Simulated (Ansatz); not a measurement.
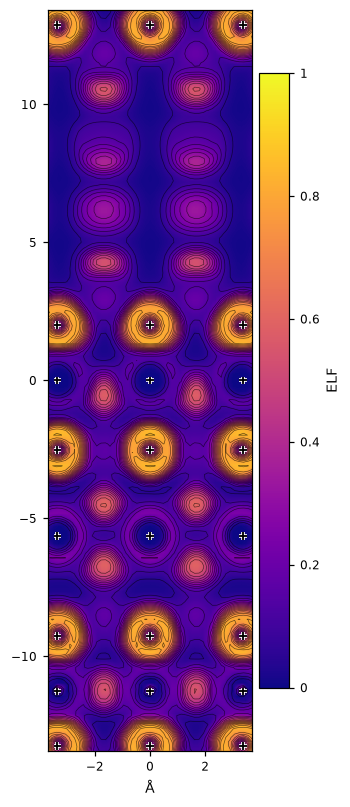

The ELF on a plane through atoms (crosses mark nuclei in the plane).

These are results of DFT PBEsol, scalar-relativistic, plane waves, PAW (Ansatz 0.2.0), not measurements.

Candidates:
A. Co, a = 6.41 Å, b = 6.41 Å, c = 6.41 Å, α = 90.00°, β = 90.00°, γ = 90.00°. Space group Fd-3m; a structure from a database of computed crystals, not necessarily the ambient phase; spin-polarised.
B. ZnInGaO$_{4}$, a = 3.36 Å, b = 3.36 Å, c = 26.14 Å, α = 90.00°, β = 90.00°, γ = 120.00°. Space group R3m; a structure from a database of computed crystals, not necessarily the ambient phase; computed pressure about −7 GPa in this cell.

Which system is this?

Answer. Candidate B: ZnInGaO$_{4}$ on the (100) plane of the conventional cell, which holds Zn, In, Ga and O. Zn–O (2.01 Å): the ELF peaks at about 0.85 in the valence shell of O, 0.6 Å from its nucleus, and is about 0.25 at the midpoint: no shared electron pair shows on this line. Ga–O (2.00 Å): the ELF peaks at about 0.85 in the valence shell of O, 0.6 Å from its nucleus, and is about 0.35 at the midpoint.
